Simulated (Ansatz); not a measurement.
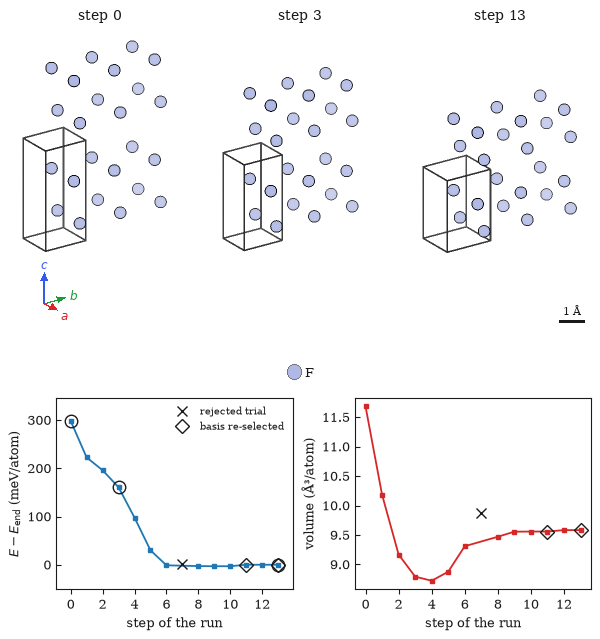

Frames of a relaxation of a crystal of F (a generated structure, set up in P6_3/mmc), marked on the history of the run. The picture is a ball-and-stick view of the cell of the calculation, reduced to other axes, repeated 2 × 3 × 2 with one cell outlined, seen slightly off an axis. Lengths and directions refer to the drawn axes.

The start is a swapped structure.

Level of theory: DFT, PAW plane waves, r2SCAN (Ansatz).

The input:
```yaml
crystal:
  lattice:
    - [1.278413, 2.214272, 0.0]
    - [-1.278413, 2.214272, 0.0]
    - [0.0, 0.0, 4.126437]
  atoms:
    - { symbol: F, position: [0.33333, 0.33334, 0.25] }
    - { symbol: F, position: [0.66666, 0.66667, 0.75] }
  symmetry: { tolerance: 0.0003 }
kpoints:
  mp_grid: { grid: [14, 14, 8], shift: [0, 0, 0] }
magnetization:
  spin_polarized: false
scf:
  occupations: { method: gaussian, width: 0.022 }
  lower_state_search: "off"
hamiltonian:
  pseudopotentials: { kind: paw }
  xc: r2scan
basis:
  ecutwfc: 500
  fft_grid_basis: typed
relax:
  max_steps: 40
  cell: { p_target: 0.0 }
output:
  forces: true
  stress: true
  eigenvalues: true
  bader: true
  populations: true
  elf: true
  write_potential: true
  volumetric_format: npy
  dos:
    e_range: [-12, 8]
    de: 0.05
    projected: { site_lists: { F: [F] } }
  write_density: true
checkpoint:
  read: saved_state
```

Command:
```bash
ansatz run input.yaml --threads 2 --pin off --max-ram 3584MiB --backend cpu --events-out ev --progress --plain --runs-dir out
```

Question: Describe the path.

Answer: No atom moves by more than 0.005 Å relative to the cell. The volume changes by −18.0 %, with a = b 2.557 → 2.743 Å (+7.3 %), c 4.126 → 2.941 Å (−28.7 %). The space group stays P6_3/mmc (No. 194). Over 10 accepted moves (13 points after the start) the energy falls by 298 meV per atom. All forces vanish by symmetry, so only the cell relaxes. The pressure goes from −9.30 to 0.01 GPa. The line search rejected the trial step at point 7 of the run. At 2 points the geometry stayed and the basis and grid were re-selected for the new cell (energy shift of 3.1 meV per atom at most each time). The run took roughly 60 core-seconds on a shared host. From step 0 to 3: volume −24.7 %, energy −137 meV per atom. From step 3 to 13: volume +9.0 %, energy −161 meV per atom.

| step | E − E(0), meV/atom | pressure, GPa | volume, Å³/atom | note |
| --- | --- | --- | --- | --- |
| 0 | 0.00 | -9.30 | 11.681 |  |
| 1 | -75.56 | -5.72 | 10.182 |  |
| 2 | -102.21 | 0.57 | 9.169 |  |
| 3 | -137.43 | 3.89 | 8.794 |  |
| 4 | -200.37 | 4.64 | 8.724 |  |
| 5 | -268.09 | 4.01 | 8.877 |  |
| 6 | -299.31 | 1.64 | 9.310 |  |
| 7 | -296.57 | -2.92 | 9.869 | rejected |
| 8 | -300.93 | 0.48 | 9.470 |  |
| 9 | -301.21 | 0.06 | 9.556 |  |
| 10 | -301.22 | 0.00 | 9.558 |  |
| 11 | -298.12 | 0.15 | 9.558 | same geometry, new basis |
| 12 | -298.12 | 0.02 | 9.583 |  |
| 13 | -298.15 | 0.01 | 9.583 | same geometry, new basis |
